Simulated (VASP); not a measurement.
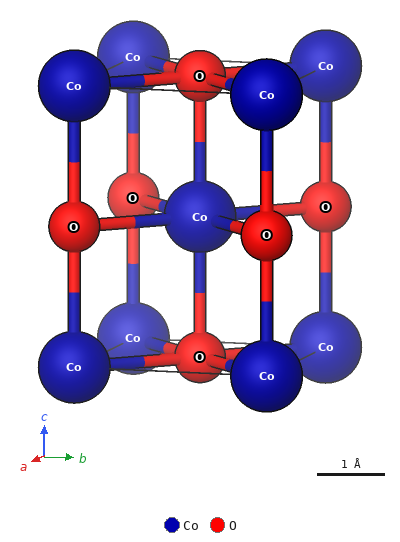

The starting structure (ball-and-stick view of the cell of the calculation, seen slightly off an axis). Near neighbours in the crystal (not all of them lie inside the picture): Co has 6 O at 2.13 Å; O has 6 Co at 2.13 Å.

# CoO: geometry relaxation (part 1 of 5)

CoO (Fm-3m, 4 atoms in the cell), computed with Kohn-Sham DFT of a periodic cell, r2SCAN, VASP PAW PBE potentials, recommended, spin-polarised (VASP 6.6.1).

The structure derives from an entry of the Crystallography Open Database.

OSZICAR:
```
N       E                     dE             d eps       ncg     rms          rms(c)
DAV:   1     0.243580907840E+03    0.24358E+03   -0.15056E+04  8036   0.198E+03
DAV:   2    -0.169158657968E+02   -0.26050E+03   -0.24605E+03  8157   0.411E+02
DAV:   3    -0.524280066076E+02   -0.35512E+02   -0.33926E+02  9461   0.170E+02
DAV:   4    -0.540744298137E+02   -0.16464E+01   -0.16106E+01  9914   0.374E+01
DAV:   5    -0.541320168852E+02   -0.57587E-01   -0.57396E-01 10683   0.631E+00    0.226E+01
DAV:   6    -0.442044114293E+02    0.99276E+01   -0.90313E+01 11553   0.143E+02    0.300E+01
DAV:   7    -0.414002264651E+02    0.28042E+01   -0.26070E+01 10166   0.102E+02    0.122E+01
DAV:   8    -0.420741100382E+02   -0.67388E+00   -0.33790E+00  8916   0.167E+01    0.693E+00
DAV:   9    -0.421802509440E+02   -0.10614E+00   -0.15907E+00 12159   0.159E+01    0.277E+00
DAV:  10    -0.421992687525E+02   -0.19018E-01   -0.20544E-01 10067   0.656E+00    0.135E+00
DAV:  11    -0.421999890450E+02   -0.72029E-03   -0.70506E-02 11513   0.297E+00    0.671E-01
DAV:  12    -0.422028205054E+02   -0.28315E-02   -0.67268E-03 11536   0.123E+00    0.302E-01
DAV:  13    -0.422026512941E+02    0.16921E-03   -0.68005E-04 10846   0.454E-01    0.193E-01
DAV:  14    -0.422032221488E+02   -0.57085E-03   -0.17299E-03 10511   0.524E-01    0.500E-02
DAV:  15    -0.422032442894E+02   -0.22141E-04   -0.90509E-05  8920   0.143E-01    0.303E-02
DAV:  16    -0.422032416424E+02    0.26469E-05   -0.32642E-05 10266   0.830E-02    0.137E-02
DAV:  17    -0.422032415857E+02    0.56722E-07   -0.10340E-05 10709   0.449E-02    0.951E-03
DAV:  18    -0.422032405593E+02    0.10264E-05   -0.11366E-06  9869   0.215E-02    0.259E-03
DAV:  19    -0.422032399371E+02    0.62227E-06   -0.40349E-07  7117   0.124E-02    0.985E-04
DAV:  20    -0.422032395752E+02    0.36187E-06   -0.87081E-08  4376   0.333E-03    0.511E-04
DAV:  21    -0.422032394490E+02    0.12622E-06   -0.30341E-08  4305   0.298E-03    0.509E-04
DAV:  22    -0.422032395088E+02   -0.59852E-07   -0.50170E-09  4296   0.115E-03
   1 F= -.42203240E+02 E0= -.42203065E+02  d E =-.422032E+02  mag=     0.0000
       N       E                     dE             d eps       ncg     rms          rms(c)
DAV:   1    -0.428108548649E+02   -0.60762E+00   -0.19796E+01  8016   0.494E+01    0.553E+00
DAV:   2    -0.423476172028E+02    0.46324E+00   -0.11309E+00  9056   0.141E+01    0.309E+00
DAV:   3    -0.422906176964E+02    0.57000E-01   -0.18025E-01 10628   0.619E+00    0.165E+00
DAV:   4    -0.422844952728E+02    0.61224E-02   -0.25128E-02  9496   0.284E+00    0.443E-01
DAV:   5    -0.422832249036E+02    0.12704E-02   -0.69692E-03 11057   0.953E-01    0.261E-01
DAV:   6    -0.422834539447E+02   -0.22904E-03   -0.11669E-03  9318   0.484E-01    0.171E-01
DAV:   7    -0.422834295494E+02    0.24395E-04   -0.29288E-04 12136   0.260E-01    0.833E-02
DAV:   8    -0.422834282935E+02    0.12559E-05   -0.73505E-05 11202   0.126E-01    0.296E-02
DAV:   9    -0.422834315438E+02   -0.32503E-05   -0.13397E-05 12299   0.697E-02    0.161E-02
DAV:  10    -0.422834306477E+02    0.89612E-06   -0.29947E-06 10011   0.227E-02    0.109E-02
DAV:  11    -0.422834306536E+02   -0.58758E-08   -0.20263E-06 12129   0.284E-02    0.559E-03
DAV:  12    -0.422834309745E+02   -0.32096E-06   -0.66914E-07 10325   0.152E-02    0.235E-03
DAV:  13    -0.422834315399E+02   -0.56537E-06   -0.22592E-07  5537   0.581E-03    0.124E-03
DAV:  14    -0.422834312873E+02    0.25259E-06   -0.64647E-08  4137   0.566E-03    0.626E-04
DAV:  15    -0.422834312152E+02    0.72095E-07   -0.25744E-08  4107   0.245E-03
   2 F= -.42283431E+02 E0= -.42283065E+02  d E =-.801917E-01  mag=     0.0000
       N       E                     dE             d eps       ncg     rms          rms(c)
DAV:   1    -0.423187628053E+02   -0.35332E-01   -0.14791E+00  8064   0.138E+01    0.149E+00
DAV:   2    -0.422859193175E+02    0.32843E-01   -0.76774E-02  8938   0.409E+00    0.847E-01
DAV:   3    -0.422829838465E+02    0.29355E-02   -0.13061E-02  9446   0.133E+00    0.450E-01
DAV:   4    -0.422826243480E+02    0.35950E-03   -0.15013E-03  9467   0.599E-01    0.112E-01
DAV:   5    -0.422825989088E+02    0.25439E-04   -0.43832E-04 10348   0.227E-01    0.797E-02
DAV:   6    -0.422825827674E+02    0.16141E-04   -0.10961E-04  9933   0.156E-01    0.635E-02
DAV:   7    -0.422825702515E+02    0.12516E-04   -0.28158E-05 12011   0.704E-02    0.236E-02
DAV:   8    -0.422825642274E+02    0.60241E-05   -0.35293E-06  9433   0.280E-02    0.521E-03
DAV:   9    -0.422825630974E+02    0.11300E-05   -0.75818E-07 11246   0.140E-02    0.257E-03
DAV:  10    -0.422825632360E+02   -0.13861E-06   -0.17293E-07  4876   0.494E-03    0.134E-03
DAV:  11    -0.422825627704E+02    0.46559E-06   -0.40629E-08  4092   0.275E-03    0.534E-04
DAV:  12    -0.422825625392E+02    0.23118E-06   -0.15940E-08  4053   0.191E-03    0.216E-04
DAV:  13    -0.422825625210E+02    0.18234E-07   -0.31998E-09  4053   0.904E-04
   3 F= -.42282563E+02 E0= -.42282271E+02  d E =-.793230E-01  mag=    -0.0000
       N       E                     dE             d eps       ncg     rms          rms(c)
DAV:   1    -0.422940548894E+02   -0.11492E-01   -0.39603E-01  8073   0.720E+00    0.782E-01
DAV:   2    -0.422851205239E+02    0.89344E-02   -0.20788E-02  8850   0.210E+00    0.451E-01
DAV:   3    -0.422844167231E+02    0.70380E-03   -0.37911E-03 10256   0.886E-01    0.263E-01
DAV:   4    -0.422845428435E+02   -0.12612E-03   -0.44351E-04  9030   0.385E-01    0.631E-02
DAV:   5    -0.422845306619E+02    0.12182E-04   -0.14186E-04 11316   0.134E-01    0.398E-02
DAV:   6    -0.422845571220E+02   -0.26460E-04   -0.24660E-05  9828   0.632E-02    0.299E-02
DAV:   7    -0.422845674047E+02   -0.10283E-04   -0.89528E-06 11794   0.459E-02    0.127E-02
DAV:   8    -0.422845739490E+02   -0.65443E-05   -0.24909E-06 12004   0.231E-02    0.452E-03
DAV:   9    -0.422845746310E+02   -0.68200E-06   -0.20282E-07  5208   0.125E-02    0.212E-03
DAV:  10    -0.422845742608E+02    0.37022E-06   -0.49851E-07  7554   0.631E-03    0.131E-03
DAV:  11    -0.422845743000E+02   -0.39198E-07   -0.42978E-08  4044   0.425E-03
   4 F= -.42284574E+02 E0= -.42284240E+02  d E =-.813348E-01  mag=     0.0000
       N       E                     dE             d eps       ncg     rms          rms(c)
DAV:   1    -0.424822293451E+02   -0.19766E+00   -0.67267E+00  7980   0.294E+01    0.309E+00
DAV:   2    -0.423205900448E+02    0.16164E+00   -0.39800E-01  8691   0.888E+00    0.180E+00
DAV:   3    -0.423119767213E+02    0.86133E-02   -0.48284E-02  9074   0.217E+00    0.104E+00
DAV:   4    -0.423068184180E+02    0.51583E-02   -0.56571E-03 11250   0.156E+00    0.433E-01
DAV:   5    -0.423056509286E+02    0.11675E-02   -0.44572E-03 11788   0.725E-01    0.186E-01
DAV:   6    -0.423059870238E+02   -0.33610E-03   -0.11370E-03 11809   0.750E-01    0.150E-01
DAV:   7    -0.423063555382E+02   -0.36851E-03   -0.50606E-04 11710   0.303E-01    0.168E-01
DAV:   8    -0.423061732125E+02    0.18233E-03   -0.41617E-05 10418   0.131E-01    0.147E-01
DAV:   9    -0.423055169781E+02    0.65623E-03   -0.79885E-04 10977   0.536E-01    0.918E-02
DAV:  10    -0.423051594738E+02    0.35750E-03   -0.63081E-04 11802   0.410E-01    0.127E-01
DAV:  11    -0.423049904877E+02    0.16899E-03   -0.78376E-05 12013   0.130E-01    0.162E-01
DAV:  12    -0.423054314611E+02   -0.44097E-03   -0.29715E-04 10761   0.398E-01    0.702E-02
DAV:  13    -0.423055321572E+02   -0.10070E-03   -0.11131E-04 12128   0.146E-01    0.547E-02
DAV:  14    -0.423057148879E+02   -0.18273E-03   -0.13146E-04 10826   0.252E-01    0.657E-02
DAV:  15    -0.423057821001E+02   -0.67212E-04   -0.41708E-05 11948   0.813E-02    0.719E-02
DAV:  16    -0.423057758697E+02    0.62304E-05   -0.18415E-06  8309   0.189E-02    0.716E-02
DAV:  17    -0.423057021190E+02    0.73751E-04   -0.13706E-05 10785   0.816E-02    0.635E-02
DAV:  18    -0.423049567462E+02    0.74537E-03   -0.99156E-04 10810   0.695E-01    0.146E-01
DAV:  19    -0.423049864721E+02   -0.29726E-04   -0.13376E-04  8070   0.113E-01    0.150E-01
DAV:  20    -0.423050589621E+02   -0.72490E-04   -0.49017E-06 12283   0.308E-02    0.144E-01
DAV:  21    -0.423051006900E+02   -0.41728E-04   -0.10375E-06 11099   0.204E-02    0.138E-01
DAV:  22    -0.423055060424E+02   -0.40535E-03   -0.25528E-04 10810   0.356E-01    0.692E-02
DAV:  23    -0.423057264387E+02   -0.22040E-03   -0.23835E-04 11934   0.287E-01    0.784E-02
DAV:  24    -0.423057228794E+02    0.35593E-05   -0.26105E-05  8034   0.608E-02    0.770E-02
DAV:  25    -0.423057017996E+02    0.21080E-04   -0.10567E-06 10855   0.189E-02    0.741E-02
DAV:  26    -0.423056518785E+02    0.49921E-04   -0.75834E-06 10816   0.592E-02    0.694E-02
DAV:  27    -0.423055399435E+02    0.11194E-03   -0.42880E-05 10932   0.139E-01    0.656E-02
DAV:  28    -0.423055364703E+02    0.34732E-05   -0.64924E-06  8138   0.261E-02    0.656E-02
DAV:  29    -0.423053780541E+02    0.15842E-03   -0.62772E-05 10836   0.178E-01    0.815E-02
DAV:  30    -0.423053900083E+02   -0.11954E-04   -0.73912E-06  8146   0.303E-02    0.810E-02
DAV:  31    -0.423054197216E+02   -0.29713E-04   -0.18359E-06 10538   0.316E-02    0.761E-02
DAV:  32    -0.423055281438E+02   -0.10842E-03   -0.36182E-05 10826   0.133E-01    0.654E-02
DAV:  33    -0.423056171364E+02   -0.88993E-04   -0.40940E-05 11890   0.123E-01    0.658E-02
DAV:  34    -0.423056202292E+02   -0.30928E-05   -0.49071E-06  8084   0.234E-02    0.659E-02
DAV:  35    -0.423056249444E+02   -0.47152E-05   -0.11005E-07  6018   0.552E-03    0.663E-02
DAV:  36    -0.423056272563E+02   -0.23119E-05   -0.73692E-08  4162   0.397E-03    0.665E-02
DAV:  37    -0.423056069288E+02    0.20327E-04   -0.14233E-06 10556   0.277E-02    0.658E-02
DAV:  38    -0.423056126811E+02   -0.57523E-05   -0.17325E-07  4942   0.731E-03    0.670E-02
DAV:  39    -0.423055857864E+02    0.26895E-04   -0.17060E-06 11104   0.321E-02    0.641E-02
DAV:  40    -0.423055481875E+02    0.37599E-04   -0.46222E-06 11222   0.470E-02    0.627E-02
DAV:  41    -0.423054488805E+02    0.99307E-04   -0.30626E-05 10958   0.126E-01    0.684E-02
DAV:  42    -0.423054884404E+02   -0.39560E-04   -0.68983E-06 10936   0.562E-02    0.649E-02
DAV:  43    -0.423055418311E+02   -0.53391E-04   -0.11421E-05 10922   0.749E-02    0.619E-02
DAV:  44    -0.423056178403E+02   -0.76009E-04   -0.26383E-05 11232   0.107E-01    0.629E-02
DAV:  45    -0.423057449140E+02   -0.12707E-03   -0.58188E-05 10966   0.161E-01    0.752E-02
DAV:  46    -0.423057433177E+02    0.15963E-05   -0.91405E-06  8080   0.338E-02    0.745E-02
DAV:  47    -0.423060303947E+02   -0.28708E-03   -0.13780E-04 10820   0.273E-01    0.114E-01
DAV:  48    -0.423056173799E+02    0.41301E-03   -0.27797E-04 10718   0.409E-01    0.652E-02
DAV:  49    -0.423058557008E+02   -0.23832E-03   -0.92426E-05 10660   0.251E-01    0.922E-02
DAV:  50    -0.423061542873E+02   -0.29859E-03   -0.14509E-04 10926   0.249E-01    0.129E-01
DAV:  51    -0.423058098787E+02    0.34441E-03   -0.13918E-04 10722   0.285E-01    0.882E-02
DAV:  52    -0.423061051575E+02   -0.29528E-03   -0.84296E-05 10672   0.236E-01    0.125E-01
DAV:  53    -0.423059044613E+02    0.20070E-03   -0.35711E-05 10650   0.156E-01    0.101E-01
DAV:  54    -0.423060439298E+02   -0.13947E-03   -0.17546E-05 10612   0.109E-01    0.118E-01
DAV:  55    -0.423059169217E+02    0.12701E-03   -0.15803E-05 10612   0.100E-01    0.103E-01
DAV:  56    -0.423059852327E+02   -0.68311E-04   -0.47282E-06 10612   0.561E-02    0.111E-01
DAV:  57    -0.423060124774E+02   -0.27245E-04   -0.26414E-06 11662   0.284E-02    0.114E-01
DAV:  58    -0.423060103623E+02    0.21151E-05   -0.32977E-07  7472   0.663E-03    0.113E-01
DAV:  59    -0.423060046430E+02    0.57193E-05   -0.52001E-08  3990   0.424E-03    0.112E-01
DAV:  60    -0.423059893376E+02    0.15305E-04   -0.22505E-07  7470   0.109E-02    0.110E-01
DAV:  61    -0.423059930838E+02   -0.37462E-05   -0.59326E-08  3990   0.482E-03    0.110E-01
DAV:  62    -0.423059978139E+02   -0.47301E-05   -0.66995E-07  9554   0.178E-02    0.111E-01
DAV:  63    -0.423060392806E+02   -0.41467E-04   -0.20672E-06 10834   0.311E-02    0.116E-01
DAV:  64    -0.423060600596E+02   -0.20779E-04   -0.10181E-06 11918   0.161E-02    0.118E-01
DAV:  65    -0.423060830515E+02   -0.22992E-04   -0.65124E-07 10624   0.169E-02    0.121E-01
DAV:  66    -0.423060839709E+02   -0.91935E-06   -0.12574E-07  5016   0.402E-03    0.121E-01
DAV:  67    -0.423057700393E+02    0.31393E-03   -0.14189E-04 10754   0.272E-01    0.859E-02
DAV:  68    -0.423057781825E+02   -0.81432E-05   -0.23407E-05  8124   0.479E-02    0.852E-02
DAV:  69    -0.423056618053E+02    0.11638E-03   -0.36604E-05 10906   0.136E-01    0.721E-02
DAV:  70    -0.423056003696E+02    0.61436E-04   -0.29844E-05 11944   0.949E-02    0.698E-02
DAV:  71    -0.423052616492E+02    0.33872E-03   -0.28640E-04 10814   0.386E-01    0.104E-01
DAV:  72    -0.423051352806E+02    0.12637E-03   -0.90533E-05 11930   0.119E-01    0.135E-01
DAV:  73    -0.423050317739E+02    0.10351E-03   -0.91825E-06 11554   0.614E-02    0.155E-01
DAV:  74    -0.423046111590E+02    0.42061E-03   -0.67932E-05 10930   0.189E-01    0.217E-01
DAV:  75    -0.423049104816E+02   -0.29932E-03   -0.31603E-05 10746   0.138E-01    0.176E-01
DAV:  76    -0.423035006911E+02    0.14098E-02   -0.37394E-04 10790   0.466E-01    0.331E-01
DAV:  77    -0.423043327106E+02   -0.83202E-03   -0.10197E-04 10684   0.254E-01    0.253E-01
DAV:  78    -0.423035772265E+02    0.75548E-03   -0.76339E-05 10694   0.218E-01    0.327E-01
DAV:  79    -0.423037474583E+02   -0.17023E-03   -0.99246E-06 10954   0.587E-02    0.312E-01
DAV:  80    -0.423034886046E+02    0.25885E-03   -0.84753E-06 10810   0.679E-02    0.335E-01
DAV:  81    -0.423035050907E+02   -0.16486E-04   -0.11019E-06  8100   0.121E-02    0.333E-01
DAV:  82    -0.423036037751E+02   -0.98684E-04   -0.11352E-06 11096   0.243E-02    0.327E-01
DAV:  83    -0.423043140829E+02   -0.71031E-03   -0.90299E-05 10782   0.214E-01    0.255E-01
DAV:  84    -0.423046582451E+02   -0.34416E-03   -0.64313E-05 12048   0.134E-01    0.209E-01
DAV:  85    -0.423051619248E+02   -0.50368E-03   -0.14154E-04 10702   0.260E-01    0.124E-01
DAV:  86    -0.423054337754E+02   -0.27185E-03   -0.18434E-04 11898   0.253E-01    0.680E-02
DAV:  87    -0.423059903384E+02   -0.55656E-03   -0.93519E-04 10798   0.676E-01    0.105E-01
DAV:  88    -0.423068780277E+02   -0.88769E-03   -0.75818E-04 11940   0.485E-01    0.187E-01
DAV:  89    -0.423071734527E+02   -0.29543E-03   -0.10293E-04 11702   0.127E-01    0.202E-01
DAV:  90    -0.423072210496E+02   -0.47597E-04   -0.43918E-06  9996   0.279E-02    0.205E-01
DAV:  91    -0.423072161768E+02    0.48729E-05   -0.36372E-07  7990   0.850E-03    0.205E-01
DAV:  92    -0.423073966370E+02   -0.18046E-03   -0.11302E-05 10740   0.761E-02    0.209E-01
DAV:  93    -0.423069583677E+02    0.43827E-03   -0.57826E-05 10688   0.180E-01    0.194E-01
DAV:  94    -0.423071561593E+02   -0.19779E-03   -0.12002E-05 10488   0.862E-02    0.203E-01
DAV:  95    -0.423070410349E+02    0.11512E-03   -0.35459E-06 10478   0.462E-02    0.198E-01
DAV:  96    -0.423069838451E+02    0.57190E-04   -0.24803E-06 11976   0.258E-02    0.195E-01
DAV:  97    -0.423068489114E+02    0.13493E-03   -0.71130E-06 10788   0.585E-02    0.187E-01
DAV:  98    -0.423067892201E+02    0.59691E-04   -0.35606E-06 12032   0.283E-02    0.183E-01
DAV:  99    -0.423067867768E+02    0.24433E-05   -0.24783E-07  6772   0.575E-03    0.183E-01
DAV: 100    -0.423067768409E+02    0.99359E-05   -0.44497E-08  3990   0.462E-03    0.182E-01
DAV: 101    -0.423067740708E+02    0.27700E-05   -0.31364E-08  4002   0.264E-03    0.181E-01
DAV: 102    -0.423069001414E+02   -0.12607E-03   -0.97384E-06 10706   0.603E-02    0.186E-01
DAV: 103    -0.423070334131E+02   -0.13327E-03   -0.11674E-05 11720   0.607E-02    0.192E-01
DAV: 104    -0.423071475628E+02   -0.11415E-03   -0.74443E-06 11544   0.477E-02    0.196E-01
DAV: 105    -0.423071472502E+02    0.31251E-06   -0.78855E-07  8052   0.102E-02    0.196E-01
DAV: 106    -0.423071450794E+02    0.21709E-05   -0.91107E-09  3990   0.149E-03    0.196E-01
DAV: 107    -0.423069174619E+02    0.22762E-03   -0.22479E-05 10770   0.984E-02    0.189E-01
DAV: 108    -0.423070082960E+02   -0.90834E-04   -0.44551E-06 10694   0.448E-02    0.194E-01
DAV: 109    -0.423066616372E+02    0.34666E-03   -0.50230E-05 10686   0.155E-01    0.174E-01
DAV: 110    -0.423062970959E+02    0.36454E-03   -0.96920E-05 11534   0.192E-01    0.140E-01
DAV: 111    -0.423064229471E+02   -0.12585E-03   -0.18730E-05 10730   0.828E-02    0.148E-01
DAV: 112    -0.423063917755E+02    0.31172E-04   -0.80308E-07 10276   0.182E-02    0.144E-01
DAV: 113    -0.423063694885E+02    0.22287E-04   -0.42894E-07  9696   0.133E-02    0.141E-01
DAV: 114    -0.423062950118E+02    0.74477E-04   -0.32239E-06 10950   0.393E-02    0.133E-01
DAV: 115    -0.423060920785E+02    0.20293E-03   -0.30176E-05 10938   0.124E-01    0.111E-01
DAV: 116    -0.423060192288E+02    0.72850E-04   -0.13469E-05 12050   0.585E-02    0.996E-02
DAV: 117    -0.423059284411E+02    0.90788E-04   -0.10299E-05 10902   0.723E-02    0.871E-02
DAV: 118    -0.423057558721E+02    0.17257E-03   -0.63840E-05 10932   0.169E-01    0.673E-02
DAV: 119    -0.423056127986E+02    0.14307E-03   -0.91701E-05 11748   0.182E-01    0.547E-02
DAV: 120    -0.423053953186E+02    0.21748E-03   -0.18129E-04 10816   0.281E-01    0.701E-02
DAV: 121    -0.423052920924E+02    0.10323E-03   -0.66151E-05 12112   0.117E-01    0.919E-02
DAV: 122    -0.423048679753E+02    0.42412E-03   -0.13683E-04 10826   0.266E-01    0.171E-01
DAV: 123    -0.423029836644E+02    0.18843E-02   -0.74522E-04 10932   0.578E-01    0.372E-01
DAV: 124    -0.422950839048E+02    0.78998E-02   -0.29788E-03 10882   0.116E+00    0.780E-01
DAV: 125    -0.422752220446E+02    0.19862E-01   -0.62416E-03 11544   0.161E+00    0.135E+00
DAV: 126    -0.422476855611E+02    0.27536E-01   -0.60429E-03 11886   0.149E+00    0.187E+00
DAV: 127    -0.421950756706E+02    0.52610E-01   -0.31219E-02 10846   0.249E+00    0.197E+00
DAV: 128    -0.421955627676E+02   -0.48710E-03   -0.23219E-03  8094   0.490E-01    0.200E+00
DAV: 129    -0.421918046959E+02    0.37581E-02   -0.19973E-04 13068   0.202E-01    0.203E+00
DAV: 130    -0.421920939422E+02   -0.28925E-03   -0.98142E-06  8418   0.386E-02    0.203E+00
DAV: 131    -0.421933506055E+02   -0.12567E-02   -0.18002E-05 10794   0.609E-02    0.202E+00
DAV: 132    -0.422455663080E+02   -0.52216E-01   -0.18533E-02 10784   0.261E+00    0.194E+00
DAV: 133    -0.422554740344E+02   -0.99077E-02   -0.30579E-03 11670   0.630E-01    0.178E+00
DAV: 134    -0.422249733628E+02    0.30501E-01   -0.53000E-03 10610   0.151E+00    0.197E+00
DAV: 135    -0.422350816630E+02   -0.10108E-01   -0.69117E-04 11132   0.536E-01    0.198E+00
DAV: 136    -0.422316503371E+02    0.34313E-02   -0.62970E-05 11110   0.167E-01    0.198E+00
DAV: 137    -0.422315755147E+02    0.74822E-04   -0.91381E-06  8454   0.312E-02    0.199E+00
DAV: 138    -0.422314904284E+02    0.85086E-04   -0.32327E-07  7996   0.709E-03    0.199E+00
DAV: 139    -0.422314811544E+02    0.92741E-05   -0.55782E-08  4080   0.349E-03    0.199E+00
DAV: 140    -0.422223491767E+02    0.91320E-02   -0.47393E-04 10830   0.433E-01    0.197E+00
DAV: 141    -0.422123424370E+02    0.10007E-01   -0.69644E-04 11704   0.462E-01    0.192E+00
DAV: 142    -0.422143716180E+02   -0.20292E-02   -0.11144E-04 10442   0.167E-01    0.192E+00
DAV: 143    -0.422071693688E+02    0.72022E-02   -0.26723E-04 10724   0.346E-01    0.190E+00
DAV: 144    -0.422072666190E+02   -0.97250E-04   -0.33081E-05  8112   0.589E-02    0.190E+00
DAV: 145    -0.422065343172E+02    0.73230E-03   -0.53107E-06 12366   0.487E-02    0.189E+00
```
